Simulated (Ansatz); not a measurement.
Consider Cu₈HO₈ (cell with a defect).

Input file:

```
crystal:
  lattice:
    - [4.6732, -3.477, 0.0]
    - [4.6732, 3.477, 0.0]
    - [-0.762159, 0.0, 5.061944]
  atoms:
    - { symbol: Cu, position: [0.0, 0.25, 0.0] }
    - { symbol: Cu, position: [0.25, 0.0, 0.5] }
    - { symbol: O, position: [0.27415, 0.22585, 0.25] }
    - { symbol: O, position: [0.22585, 0.27415, 0.75] }
    - { symbol: Cu, position: [0.0, 0.75, 0.0] }
    - { symbol: Cu, position: [0.25, 0.5, 0.5] }
    - { symbol: O, position: [0.27415, 0.72585, 0.25] }
    - { symbol: O, position: [0.22585, 0.77415, 0.75] }
    - { symbol: Cu, position: [0.5, 0.25, 0.0] }
    - { symbol: Cu, position: [0.75, 0.0, 0.5] }
    - { symbol: O, position: [0.77415, 0.22585, 0.25] }
    - { symbol: O, position: [0.72585, 0.27415, 0.75] }
    - { symbol: Cu, position: [0.5, 0.75, 0.0] }
    - { symbol: Cu, position: [0.75, 0.5, 0.5] }
    - { symbol: O, position: [0.77415, 0.72585, 0.25] }
    - { symbol: O, position: [0.72585, 0.77415, 0.75] }
    - { symbol: H, position: [0.5237854, 0.2816064, 0.4426206], spin: 1.0 }
magnetization:
  spin_polarized: true
basis:
  ecutwfc: 420.0
kpoints:
  mp_grid: { grid: [2, 2, 2] }
hamiltonian:
  xc: lda
  pseudopotentials: { kind: paw, azcp: { folder: soft_1 } }
scf:
  occupations: { method: gaussian, width: 0.02 }
  lower_state_search: "off"
relax:
  f_tol: 0.03
  max_steps: 60
  adjacent_minimum: "off"
output:
  write_density: true
  write_potential: true
  elf: true
  volumetric_format: npy
```

Run with:

```sh
ansatz run input.yaml --threads 2 --pin off --max-ram 5120MiB --backend cpu --events-out ev --progress --plain --runs-dir out
```

The fields are those of the run's last geometry, not of the input's.

The SCF solution may not be the lowest one; PAW files of the earlier set (soft_1); the program warned that a starting moment wasn't kept; spin-polarised, but the moments vanished.

All numbers below come from Ansatz, DFT LDA, scalar-relativistic, plane waves, PAW.

What can the converged valence pseudo-density and electron localisation function tell about the bonding?

Answer. O–H (1.01 Å): ρ is about 3.4 e/Å³ halfway; the ELF climbs to about 0.95 towards the hydrogen, as it does in any bond to H; a covalent bond by its length.
Cu–O (1.89 Å): ρ at the midpoint is about 0.75 e/Å³; the ELF peaks at about 0.80 in the valence shell of O, 0.6 Å from its nucleus, and is about 0.25 at the midpoint (no localised pair shows between them).
Cu–O (1.94 Å): the density is about 0.67 e/Å³ at the midpoint; the ELF peaks at about 0.85 in the valence shell of O, 0.6 Å from its nucleus, and is about 0.25 at the midpoint; no localised pair shows between them.
Cu–O (1.94 Å): ρ at the midpoint is about 0.67 e/Å³; the ELF peaks at about 0.85 in the valence shell of O, 0.6 Å from its nucleus, and is about 0.25 at the midpoint; no localised pair shows between them.

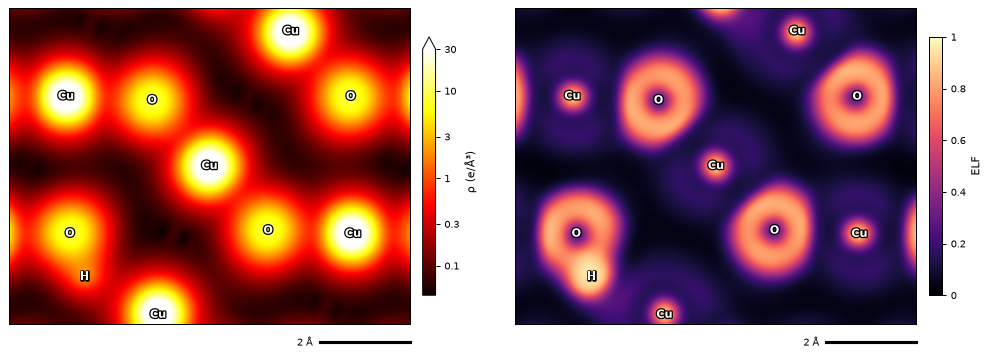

Computed valence pseudo-density and electron localisation function on the (111) plane of the calculation cell, in this order. 

In a PAW calculation such maps are meaningful between the atoms, not at the nuclei.
